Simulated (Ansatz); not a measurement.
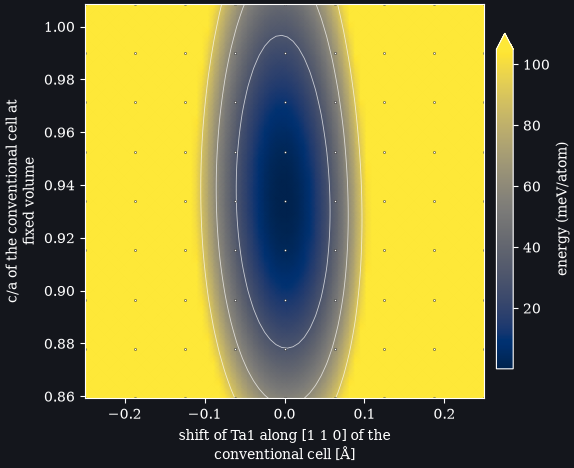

Ta₂N (P-31m, No. 162; 9 atoms in the cell). 
- The energy is mapped over a free internal coordinate and the cell.
- The first coordinate is: shift of Ta1 along [1 1 0] of the conventional cell, Cartesian (0.5 0.87 0), its symmetry partners moved as symmetry demands (measured in the relaxed cell); the second: c/a of the conventional cell at fixed volume.
- Nothing is relaxed (all other coordinates fixed).
- The grid has 9 × 9 points.
- Points are written as (first, second).
- All energies are given in meV/atom relative to the lowest grid point.
- Computed with Ansatz, DFT LDA, scalar-relativistic, plane waves, PAW. Settings: cutoff 520 eV, k-mesh 9×9×8 in the order of the run's cell vectors, gaussian smearing 0.15 eV, no spin polarisation.

Drawn: a smooth colour map with a few white contour lines, dots at the grid points, one colour for all values above the top of the scale. Between grid points the surface is interpolated.

Q: Estimate the position of the minimum and the force constants in these coordinates.

A: The interpolated minimum is at the first coordinate ≈ 0.000 Å, the second coordinate ≈ 0.934. The curvatures there are about 156 eV/Å² and 156 eV, with a cross term of about 10 eV/Å (per cell of 9 atoms). Round the minimum the two coordinates are weakly coupled (coupling 0.08 in units of the two stiffnesses).

PAW datasets: the set soft_1.
